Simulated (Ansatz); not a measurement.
## Electronic structure of RbCl4 in real space

Input

```
crystal:
  lattice:
    - [4.7869016063, 3.6e-09, 0.0]
    - [-2.3934508063, 4.1455783947, 0.0]
    - [0.0, 0.0, 31.70632288]
  atoms:
    - { symbol: Rb, position: [0.0, 0.0, 0.2838550542] }
    - { symbol: Cl, position: [0.3333333333, 0.6666666667, 0.2157117666] }
    - { symbol: Cl, position: [0.6666666667, 0.3333333333, 0.2157117666] }
    - { symbol: Cl, position: [0.3333333333, 0.6666666667, 0.3519983418] }
    - { symbol: Cl, position: [0.6666666667, 0.3333333333, 0.3519983418] }
  periodic: [true, true, false]
basis:
  ecutwfc: 420
kpoints:
  mp_grid: { grid: [12, 12, 1] }
hamiltonian:
  xc: pbe
scf:
  occupations: { method: gaussian, width: 0.1 }
output:
  forces: true
  stress: true
  eigenvalues: true
  write_density: true
  write_potential: true
  elf: true
  volumetric_format: npy
relax:
  adjacent_minimum: "off"
  f_tol: 0.01
  max_steps: 80
  cell: { stress_2d_tol: 0.02 }
```

Launched as:

```sh
ansatz run input.yaml --threads 1 --pin off --max-ram 2048MiB --backend cpu --events-out ev --progress --plain --runs-dir out
```

The fields are those of the relaxed geometry.

A structure generated by program, which may or may not match a known phase; computed without spin polarisation.

The calculation used DFT PBE, scalar-relativistic, plane waves, PAW (Ansatz).

In a PAW calculation such maps are meaningful between the atoms, not at the nuclei.

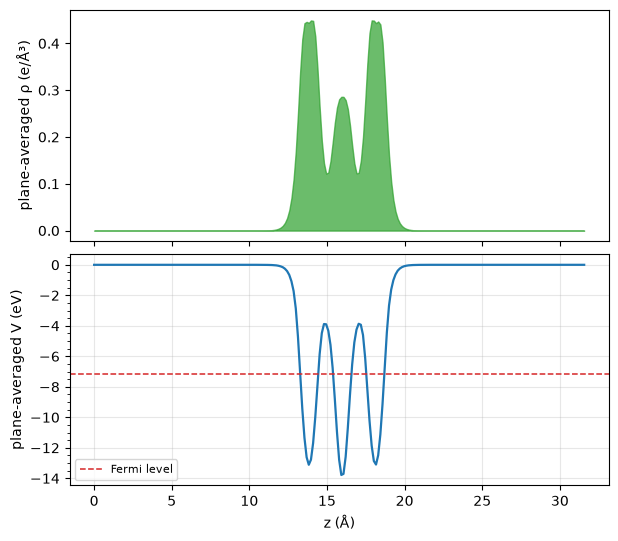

Figure 1. Plane average of the electrostatic potential energy of an electron and of the valence electron density across the slab.

How far below the vacuum level is the Fermi level?

Answer. The potential is flat in the vacuum, 7.19 eV above the Fermi level; this is the work function, the same on both faces.

How thick is the slab, and how wide the vacuum?

Answer. The outermost nuclei are 4.3 Å apart, in 3 atomic planes; the vacuum between periodic images is 27.4 Å wide.

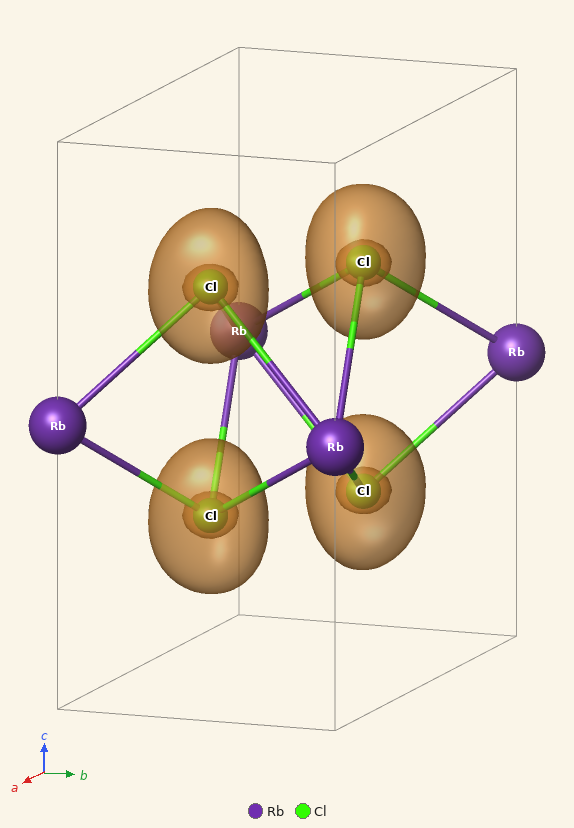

Figure 2. Isosurface of the ELF at 0.75 (orange), seen at an oblique angle. Only the valence region is drawn (cores and ρ < 0.01 e/Å³ removed). Sticks mark near contacts.

Where are the electrons localised?

Answer. The surface consists of four regions wrapped around Cl (the valence shell of each), counted in one cell of 5 atoms. Counts are for one cell; the picture repeats the cell along the surface.


Rb–Cl (3.51 Å): the ELF is about 0 at the midpoint; no shared electron pair shows on this line.

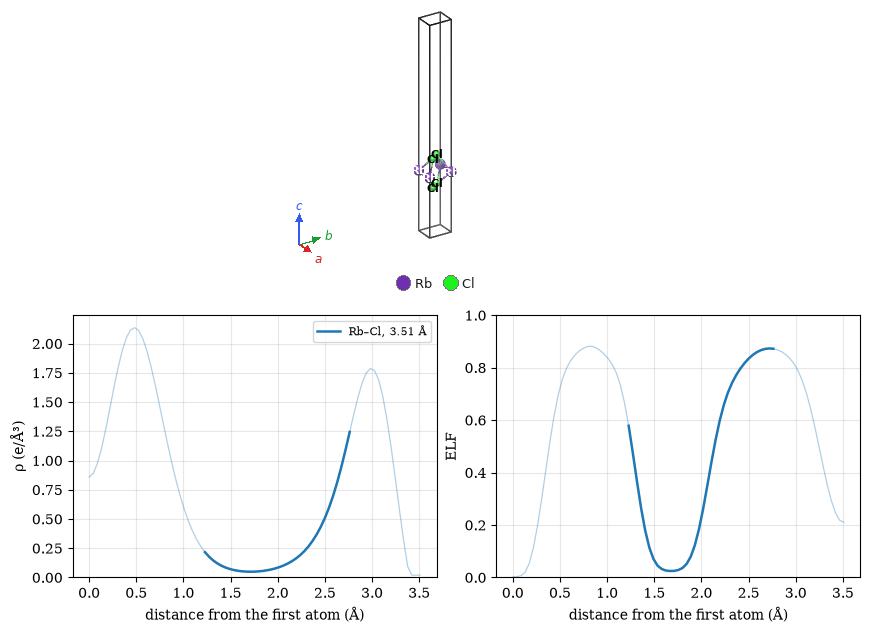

Figure 3. Valence electron density and ELF along straight lines between neighbouring atoms. Thin, pale parts lie inside the atomic spheres. The structure is drawn too.

What can be read from the curves?

Answer. Rb–Cl (3.51 Å): the density is about 0.05 e/Å³ at the midpoint; the ELF is about 0 at the midpoint: no shared electron pair shows on this line.

Metal or insulator at this level of theory?

Answer. It is metallic or semimetallic at this level of theory: no gap opens.
